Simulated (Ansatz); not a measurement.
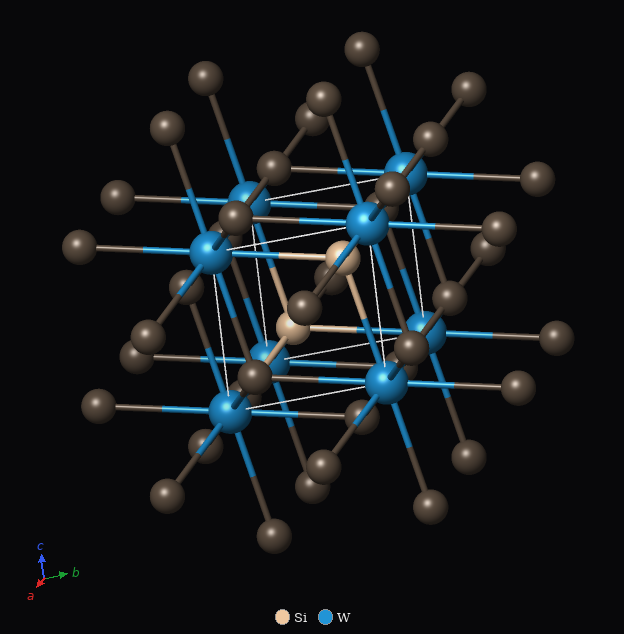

The figure gives a ball-and-stick picture of the atoms, viewed slightly off an axis. The edges of the simulation cell are marked. Outside the box, the atoms bonded to those within are drawn, in fainter colours.

```xyz
3
Lattice="0.0000 2.9451 2.9451 2.9451 0.0000 2.9451 2.9451 2.9451 0.0000" Properties=species:S:1:pos:R:3 pbc="T T T"
Si    1.4726    1.4726    1.4726
Si    4.4177    4.4177    4.4177
W     0.0000    2.9451    2.9451
```

Level of theory and settings: Ansatz 0.2.0, DFT PBE, scalar-relativistic, plane waves, PAW, an energy cutoff of 420 eV, 14×14×14 k-mesh, Gaussian smearing of 0.1 eV, no spin polarisation.

What are the atomic charges by Bader's partition?

Answer. Si +0.12 e; W -0.23 e. Little charge moves, as in a metallic or covalent solid.

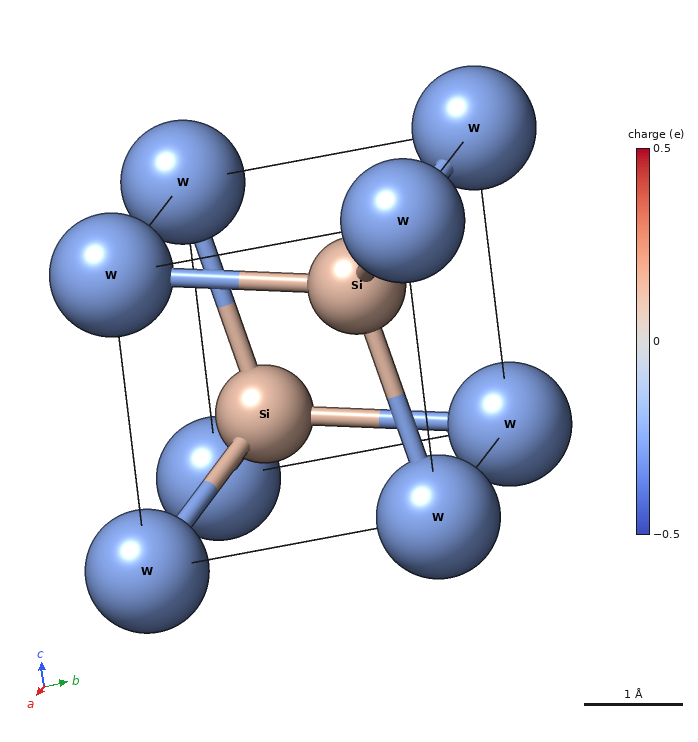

The atoms coloured by those charges.

Provenance: a random cell made by a generator, so it need not be a real form of the compound. Earlier steps of the study may have refined or changed the cell and positions. Ansatz was used for an electronic-structure calculation on it.
